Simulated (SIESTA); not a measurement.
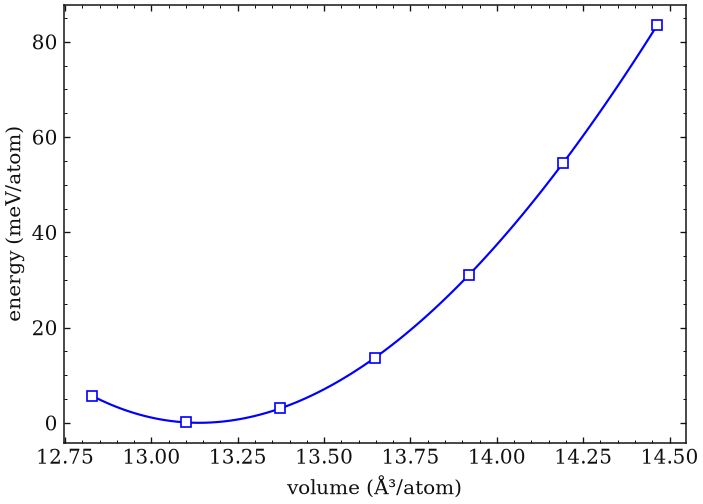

The plot gives the computed energy against volume for Si₂W, space group P6_222 (No. 180).

Cell as given: a = 4.617 Å, b = 4.617 Å, c = 6.653 Å, α = 90.00°, β = 90.00°, γ = 120.00°; 9 atoms.

Calculation (SIESTA 5.4.2): DFT in numerical atomic orbitals with pseudopotentials, no spin polarisation; energies at scaled volumes of the given cell, shape and fractions fixed, counted from the fit's minimum, third-order Birch-Murnaghan fit. Level: LDA.

k mesh 5×5×3; occupations Fermi–Dirac; smearing width 0.05 eV; potentials PseudoDojo 0.4 standard, converted to PSML, two zetas on semicore shells; program settings basis DZP, mesh cutoff 800 Ry.

This calculation gives: equilibrium volume 13.14 Å³/atom and bulk modulus 238 GPa.

Now the level changes from LDA to PBEsol. Predict the effect.

The equilibrium volume rises from 13.14 to 13.39 Å³/atom (+1.9 %) and the bulk modulus falls from 238 to 231 GPa (−2.9 %).

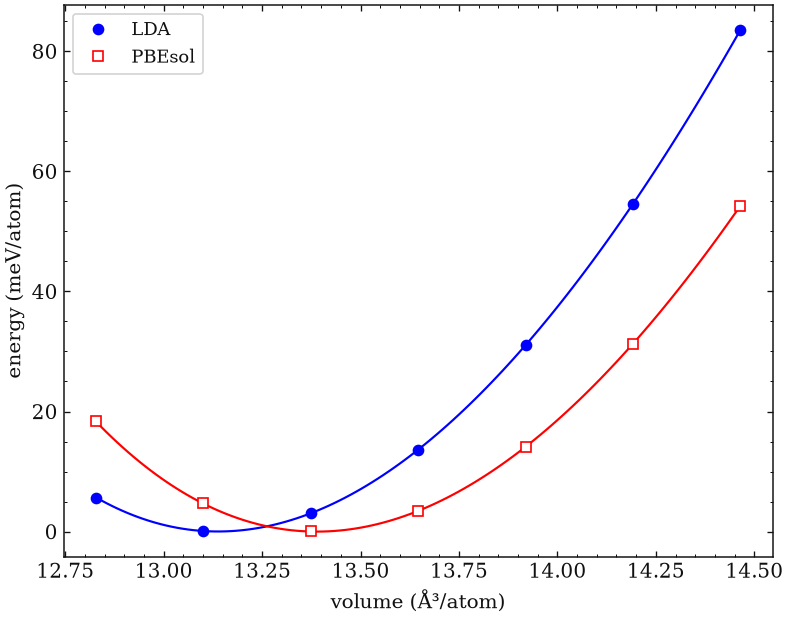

The two results together.

For both, limits of the calculation: mulliken charges of long orbitals; short basis over semicore shells; shape and atomic fractions are frozen while scaling, which makes layered, chain and framework solids too stiff.

V0 and the bulk modulus come from third-order Birch–Murnaghan fits.
